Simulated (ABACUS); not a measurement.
## A series of single points on AgBr

System: AgBr (Fm-3m, 2 atoms in the cell).
Method: Kohn-Sham DFT of a periodic cell, PBE, PseudoDojo NC SR 0.4.1 PBE standard, no spin polarisation (ABACUS 3.10.1).

The 7 runs differ only in the geometry, by an even scaling of the cell at fixed fractional positions. The structure derives from an entry of the Crystallography Open Database.

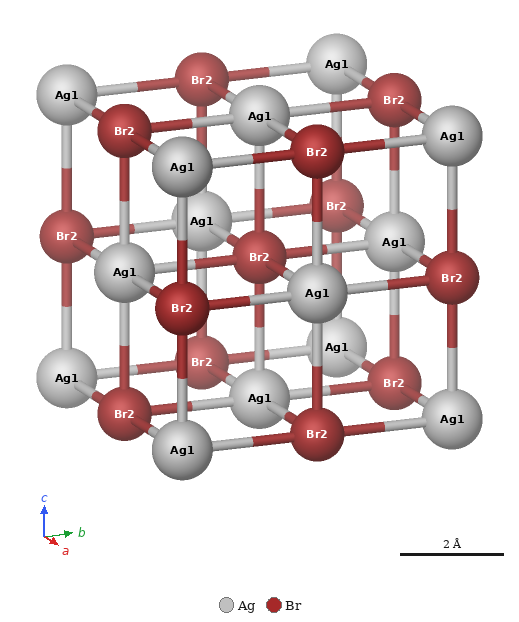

Figure 1. The structure of run 4 (ball-and-stick view of the cell 4 times as large as that of the calculation, set on its symmetry axes, seen slightly off an axis; atoms are numbered from 1 in the order of the input).

### Input file of run 4
```
INPUT_PARAMETERS
suffix              AgBr
calculation         scf
basis_type          lcao
pseudo_dir          ./
orbital_dir         ./
symmetry            1
dft_functional      pbe
ecutwfc             100
pseudo_rcut         10
nspin               1
nbands              17
ks_solver           genelpa
smearing_method     fd
smearing_sigma      0.00367493
scf_thr             1e-07
scf_nmax            100
mixing_type         broyden
mixing_beta         0.7
cal_force           1
cal_stress          1
out_mul             1
```

### File STRU of run 4
```
ATOMIC_SPECIES
Ag 107.8682 Ag.upf
Br 79.9040 Br.upf

NUMERICAL_ORBITAL
Ag_confined-atom_7au_3s2p2d1f.orb
Br_confined-atom_7au_2s2p1d.orb

LATTICE_CONSTANT
1.8897261246

LATTICE_VECTORS
0.0000000000 2.8701500000 2.8701500000
2.8701500000 0.0000000000 2.8701500000
2.8701500000 2.8701500000 0.0000000000

ATOMIC_POSITIONS
Direct

Ag
0.0
1
0.0000000000 0.0000000000 0.0000000000 1 1 1

Br
0.0
1
0.5000000000 0.5000000000 0.5000000000 1 1 1
```

### File KPT of run 4
```
K_POINTS
0
Gamma
8 8 8 0 0 0
```

Command:
```bash
OMP_NUM_THREADS=1 mpirun -np 4 abacus > log
```

Run 5 differs from it as follows:
```diff
-0.0000000000 2.8701500000 2.8701500000
-2.8701500000 0.0000000000 2.8701500000
-2.8701500000 2.8701500000 0.0000000000
+0.0000000000 2.8891581698 2.8891581698
+2.8891581698 0.0000000000 2.8891581698
+2.8891581698 2.8891581698 0.0000000000
```

### Results, with one run withheld

```csv
run,volume per atom (Å³),"free energy per atom, from the lowest run given (meV)",pressure (GPa),gap on the mesh (eV)
1,22.225,55.29,6.81,0.75
2,22.698,37.39,5.36,0.75
3,23.171,23.55,4.08,0.74
4,23.644,13.22,2.93,0.74
5,24.116,?,?,?
6,24.589,1.80,1.01,0.75
7,25.062,0.00,0.20,0.75
```

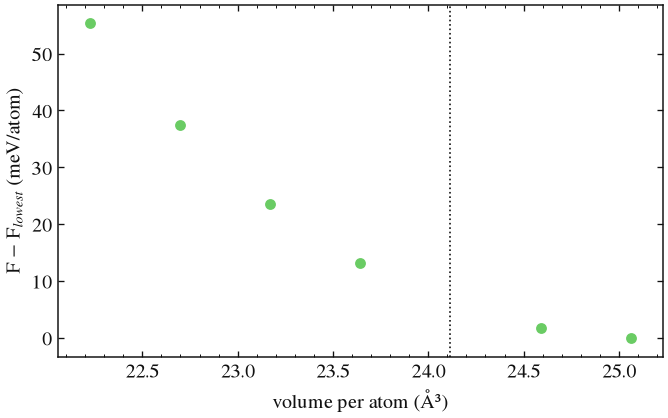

Figure 2. Free energy per atom of the runs given; the dotted line marks run 5.

What should run 5 give?

A cubic polynomial in V^(−2/3) (the Birch–Murnaghan form), fitted to the 6 runs given, misses them by at most 0.02 meV per atom. With x = V^(−2/3) − 0.12178 Å⁻², it reads F = 15.393 + 5774.7 x + 5.5262e+05 x² + 2.6374e+06 x³ (meV per atom). At run 5 it gives 6.11 meV per atom, and the run itself gives 6.03. The slope of the fit gives a pressure −dF/dV of 1.92 GPa there, and the run prints 1.92 GPa. The fit has no minimum inside this range.

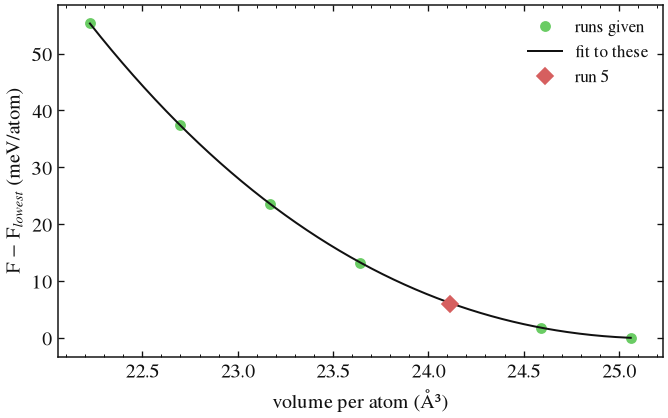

Figure 3. The fit and the withheld run.

### Some lines of the output (run 5)
```
[...]
                             Volume (A^3) = 48.2329
 E_Fermi        0.6188858541         8.4203740269
 E_Fermi        0.6119800080         8.3264151702
 E_Fermi        0.6158515137         8.3790897084
 E_Fermi        0.6157969367         8.3783471504
 E_Fermi        0.6161374448         8.3829800008
 E_Fermi        0.6161534416         8.3831976479
 E_Fermi        0.6161628031         8.3833250176
 E_KS(sigma->0) -341.5440543960      -4646.9452578073
 E_Fermi        0.6161630896         8.3833289161
 final etot is -4646.9452623 eV
 EFERMI = 8.3833289161 eV
 TOTAL-PRESSURE: 19.164176 KBAR
 !FINAL_ETOT_IS -4646.9452623391534871 eV
```

Notes: Points of doubt noted for this run: home made orbitals.
